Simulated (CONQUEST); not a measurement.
## C: density-of-states run

- system: C (P1, 8 atoms in the cell)
- method: Kohn-Sham DFT of a periodic cell, LDA-VWN, PseudoDojo NC LDA, no spin polarisation (CONQUEST 1.3)

The structure derives from an entry of the Crystallography Open Database. It belongs to a series of runs on one base structure; here: atoms moved at random by about 0.15 A.

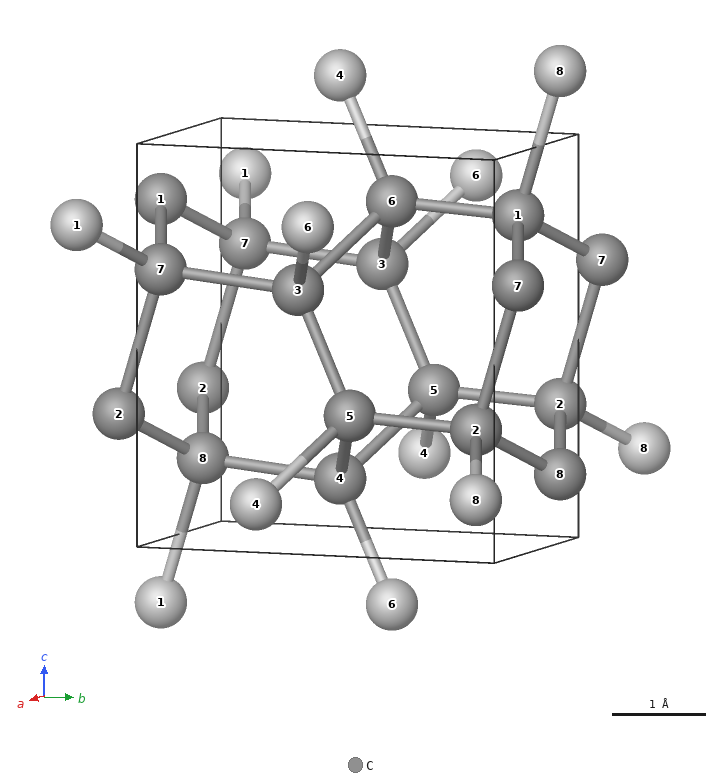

Figure 1. The input geometry (ball-and-stick view of the cell of the calculation, seen slightly off an axis; neighbours outside the cell are drawn fainter; atoms are numbered from 1 in the order of the input).

The input:
```
IO.Title C
IO.Coordinates coords.dat
IO.FractionalAtomicCoords T
IO.Iprint 2
IO.Iprint_init 1
General.NumberOfSpecies 1
General.PseudopotentialType hamann
General.FunctionalType -1007
General.DifferentFunctional T
AtomMove.TypeOfRun static
AtomMove.FullStress T
Grid.GridCutoff 80
DM.SolutionMethod diagon
Diag.MPMesh T
Diag.GammaCentred T
Diag.MPMeshX 8
Diag.MPMeshY 5
Diag.MPMeshZ 5
Diag.kT 0.00367493
minE.SCTolerance 1e-6
SC.MaxIters 100
IO.AtomChargeOutput T
IO.writeDOS T
IO.write_proj_DOS T
IO.DumpChargeDensity T
IO.DumpTotPot T
%block ChemicalSpeciesLabel
1 12.010 C
%endblock
```

Launch command:
```bash
Conquest, then PostProcessCQ with the Process lines added to Conquest_input
```

The program's output:
```
Simulation cell dimensions:     4.7661 a0 x     7.7830 a0 x     8.2551 a0

      Atomic coordinates (a0)
         Atom         X         Y         Z  Species
            1    2.1122    7.2819    6.8063        1
            2    4.4953    7.2819    2.6788        1
            3    0.0342    3.5227    5.4193        1
            4    2.4172    3.5227    1.2917        1
            5    0.2042    4.7168    2.9098        1
            6    2.5872    4.7168    7.0374        1
            7    0.0869    0.5514    5.7185        1
            8    2.4700    0.5514    1.5910        1

         Monkhorst-Pack mesh:   8 x   5 x   5 gamma-centred
        This calculation includes non-local pseudopotentials,
         with a maximum core radius of      6.24713685

    Job title: C
    Job to be run: static calculation

    Ground state search:
      Support functions represented with PAO basis
      1:1 PAO to SF mapping
      Non-spin-polarised electrons
      Solving for the K matrix using diagonalisation
      Using Fermi-Dirac smearing

    Integration grid size:     20 x   32 x   36

    Integration grid spacing:  0.238 a0 x 0.243 a0 x 0.229 a0

    Number of species:  1
    --------------------------------------------------------
    |   #  mass (au)  Charge (e)  SF Rad (a0)  NSF  Label  |
    --------------------------------------------------------
    |   1     12.010       4.000        6.567    9  C      |
    --------------------------------------------------------
          SCF tolerance:                 0.00000100
          SCF iterations:               100

    LibXC version:  6. 2. 2
    Using the LDA functional Slater exchange
    Using the LDA functional Vosko, Wilk & Nusair (VWN5)

           radial cut-off to be used is taken to be max PAO cut-off radius for this species:    6.247137

           greatest ang. mom. for making density from PAOs:  2
    Minimum blocs/proc is      360. Maximum blocs/proc is      360
    set_atom_dens: In set_atomic_density, electrons :      32.000000000000
 matrix_size & matrix_size_padH =           72          72

    Screened ion int: energy:     -29.404169811202 Ha

    new_SC_potl: Starting.  Tolerance:  0.10000E-05

    PulayMixSC: Starting Pulay mixing, A_up =  0.500 A_dn =  0.500
    PulayMixSC: Spin non-polarised calculation.
          Harris-Foulkes Energy            :       -47.926561723660683 Ha
          GroundState Energy (E-(1/2)TS)   :       -47.926567976827243 Ha
          Free Energy (E-TS)               :       -47.926574229993804 Ha
          DFT Total Energy                 :       -47.873478391198418 Ha
          Total number of electrons        :        32.000000000000327
    PulayMixSC: Pulay iteration     1 residual:              0.55928E-02
          Harris-Foulkes Energy            :       -47.892783153335301 Ha
          GroundState Energy (E-(1/2)TS)   :       -47.892802603464162 Ha
          Free Energy (E-TS)               :       -47.892822053593015 Ha
          DFT Total Energy                 :       -47.881342443997198 Ha
          Total number of electrons        :        31.999988948466008
    PulayMixSC: Pulay iteration     2 residual:              0.25988E-02
          Harris-Foulkes Energy            :       -47.887160134605914 Ha
          GroundState Energy (E-(1/2)TS)   :       -47.887187397233916 Ha
          Free Energy (E-TS)               :       -47.887214659861918 Ha
          DFT Total Energy                 :       -47.879185402132990 Ha
          Total number of electrons        :        31.999980409527687
    PulayMixSC: Pulay iteration     3 residual:              0.11315E-02
          Harris-Foulkes Energy            :       -47.884684786535139 Ha
          GroundState Energy (E-(1/2)TS)   :       -47.884719491629255 Ha
          Free Energy (E-TS)               :       -47.884754196723371 Ha
          DFT Total Energy                 :       -47.884668132719980 Ha
          Total number of electrons        :        31.999978588149570
    PulayMixSC: Pulay iteration     4 residual:              0.10966E-03
          Harris-Foulkes Energy            :       -47.884674206358838 Ha
          GroundState Energy (E-(1/2)TS)   :       -47.884708301172395 Ha
          Free Energy (E-TS)               :       -47.884742395985953 Ha
          DFT Total Energy                 :       -47.884672379940810 Ha
          Total number of electrons        :        31.999978975044389
    PulayMixSC: Pulay iteration     5 residual:              0.28027E-04
          Harris-Foulkes Energy            :       -47.884673682440308 Ha
          GroundState Energy (E-(1/2)TS)   :       -47.884707676758481 Ha
          Free Energy (E-TS)               :       -47.884741671076654 Ha
          DFT Total Energy                 :       -47.884673590333506 Ha
          Total number of electrons        :        31.999979175723112
    PulayMixSC: Pulay iteration     6 residual:              0.59377E-05
          Harris-Foulkes Energy            :       -47.884673671150921 Ha
          GroundState Energy (E-(1/2)TS)   :       -47.884707662632998 Ha
          Free Energy (E-TS)               :       -47.884741654115082 Ha
          DFT Total Energy                 :       -47.884673663569615 Ha
          Total number of electrons        :        31.999979446499015
    PulayMixSC: Pulay iteration     7 residual:              0.17900E-05
          Harris-Foulkes Energy            :       -47.884673557098736 Ha
          GroundState Energy (E-(1/2)TS)   :       -47.884707542079646 Ha
          Free Energy (E-TS)               :       -47.884741527060548 Ha
          DFT Total Energy                 :       -47.884673556887378 Ha
          Total number of electrons        :        31.999979744594391
    PulayMixSC: Pulay iteration     8 residual:              0.24816E-06
    PulayMixSC: Reached SCF tolerance of  0.24816E-06 after      8 iterations
      | Number of electrons      =        31.999980
      |* band energy as 2Tr[K.H] =       -19.435247570013221 Ha
      |  screened ion-ion energy =       -29.404169811202390 Ha
      |  Ha correction           =        -0.785493521298648 Ha
      |  XC correction           =         1.740233582701264 Ha
      | GS Energy as E-(1/2)TS   =       -47.884707542079646 Ha
      | Free Energy as E-TS      =       -47.884741527060548 Ha
      |* Harris-Foulkes energy   =       -47.884673557098736 Ha
      |* DFT total energy        =       -47.884673556887378 Ha
      |  estimated accuracy      =        -0.000000000211358 Ha
    get_E_and_F: Change in energy during last step of electronic optimisation:  0.11405E-06

    BIBLIOGRAPHY: Please consider citing the following references in the conquest.bib file

    CONQUEST:         Bowler2002pt, Miyazaki2004, Nakata2020
    Basis:            Bowler2019
    DM:               Bowler:2006xr
    Pseudopotentials: Hamann2013, Bowler2019
    XC references from LibXC:
      P. A. M. Dirac.,  Math. Proc. Cambridge Philos. Soc. 26, 376 (1930)

    Warnings written to file Conquest_warnings; please check
```

File coords.dat:
```
    4.7660782589     0.0000000000     0.0000000000
    0.0000000000     7.7830260169     0.0000000000
    0.0000000000     0.0000000000     8.2550896977
8
  0.4431805000   0.9356180000   0.8244995000 1 T T T
  0.9431805000   0.9356180000   0.3244995000 1 T T T
  0.0071695000   0.4526120000   0.6564775000 1 T T T
  0.5071695000   0.4526120000   0.1564775000 1 T T T
  0.0428375000   0.6060430000   0.3524905000 1 T T T
  0.5428375000   0.6060430000   0.8524905000 1 T T T
  0.0182410000   0.0708480000   0.6927250000 1 T T T
  0.5182410000   0.0708480000   0.1927250000 1 T T T
```

File PostProcessCQ.log:
```
CONQUEST charge density conversion and STM image simulation

D. R. Bowler (UCL) and A. Nakata (NIMS)

  Creating projected density of states (pDOS); also generating DOS

  Calculating density of states (DOS)
    Reading k-points from eigenvalues file, not setting from input file
    Fermi level:     -0.19330 Ha   (=    -5.260 eV)
  Reading bands between   -0.100E+13Ha and    0.100E+13Ha
  Bands     1 to    72 were written out by CONQUEST
  DOS lower limit set by user:     -0.79330 Ha
  DOS upper limit set by user:      0.20670 Ha
  Sigma set by user:     0.002000 Ha
  Dividing DOS into   301 bins of width     0.003387 Ha
 iDOS_low is    3.1249999999999774
  DOS between      -0.801 Ha and Ef integrates to       25.746 electrons
  DOS between      -0.801 Ha and       0.215 Ha integrates to       46.448 electrons

  Calculating projected density of states (DOS)
    Resolving in l
    Producing pDOS for all atoms in cell
  Opening block file: hilbert_make_blk.dat
  Original run on        1 processors
  Results of integrating pDOS between      -0.801 and       0.215 Ha (electrons per atom).
       Atom       Total        l=0        l=1        l=2
          1       3.105      0.349      2.692      0.064
          2       3.105      0.349      2.692      0.064
          3       3.332      0.601      2.686      0.046
          4       3.332      0.601      2.686      0.046
          5       3.216      0.447      2.708      0.061
          6       3.216      0.447      2.708      0.061
          7       3.220      0.505      2.665      0.050
          8       3.220      0.505      2.665      0.050
  Integrated pDOS:      25.746 electrons
```

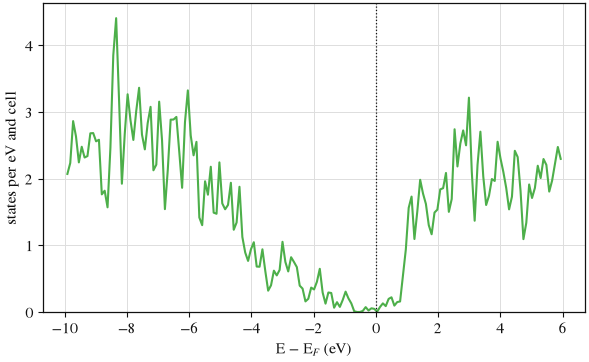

Figure 2. Density of states from the levels on the mesh of the run, whose fine structure reflects that mesh, with energies from the Fermi level of the run. At the top of the window the curve may fall because the computed bands end.

Results in brief:

```json
{"quantity": "outcome", "value": "converged"}
{"quantity": "space group (tolerance 0.01 Å)", "value": "P1 (1)"}
{"quantity": "electrons treated", "value": "32"}
{"quantity": "free energy", "value": "−1303.0102 eV"}
{"quantity": "Fermi energy of the self-consistent step", "value": "−5.260 eV"}
{"quantity": "gap on the k-point mesh", "value": "0.30 eV"}
{"quantity": "hardware", "value": "1 thread of Intel Xeon (Sapphire Rapids), 16 GiB of memory available, shared host"}
{"quantity": "wall time", "value": "47 s"}
{"quantity": "peak memory", "value": "0.27 GiB"}
```

Further notes kept with the run: read_and_write: Functional in input file differs to pseudopotential but proceeding: -1007 -1012. Points of doubt noted for this run: small atomic basis.
